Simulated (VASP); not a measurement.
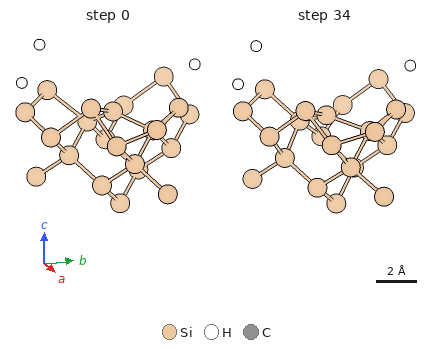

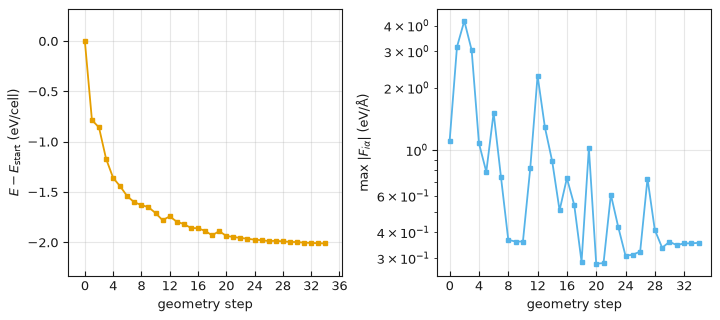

First and last geometry of a relaxation of a slab of composition Si24H10C, with the history of the run. The picture is a ball-and-stick view of the atoms within 5.8 Å of the atom that moves most (axes of the cell of the calculation, outlined in the plane, without the vacuum (origin shifted)), seen slightly off an axis.

The run lets the atoms move in a fixed cell. 24 atoms are held fixed.

Method: Kohn-Sham DFT of a periodic cell, PBE with D3(BJ), VASP PAW PBE potentials, recommended (VASP 6.6.1).

Input file:
```
SYSTEM = Si24H10C
ALGO = Normal
EDIFF = 1E-7
EDIFFG = -0.03
ENCUT = 400
GGA = PE
IBRION = 2
ISIF = 2
ISMEAR = 0
ISYM = 0
IVDW = 12
LASPH = .TRUE.
LCHARG = .FALSE.
LREAL = Auto
LWAVE = .FALSE.
NCORE = 4
NELM = 80
NSW = 120
PREC = Accurate
SIGMA = 0.05
```

Run as
```bash
cat potpaw_PBE.64/Si/POTCAR potpaw_PBE.64/H/POTCAR potpaw_PBE.64/C/POTCAR > POTCAR
mpirun -np 8 vasp_gam > vasp.out
```

Read the history and describe the run.

The run was cut off at its time limit before the relaxation converged, so the last structure is only a point on the way. After 34 geometry steps the energy has fallen by 2.010 eV per cell of the calculation. Largest force component: 1.1 eV/Å at the start, 0.36 eV/Å at the end. The largest moves, 0.27 Å, are those of Si atoms. Largest moves by element: Si 0.27 Å, C 0.11 Å, H 0.09 Å. The cell doesn't change. Some distances before and after: Si–Si 2.605 → 2.385 Å, Si–Si 2.264 → 2.355 Å, Si–Si 2.264 → 2.331 Å, Si–Si 2.412 → 2.345 Å. Bond angles that change, for instance: Si–Si–Si 96.5° → 107.9°, Si–Si–Si 109.5° → 99.3°, Si–Si–Si 96.5° → 105.5°.
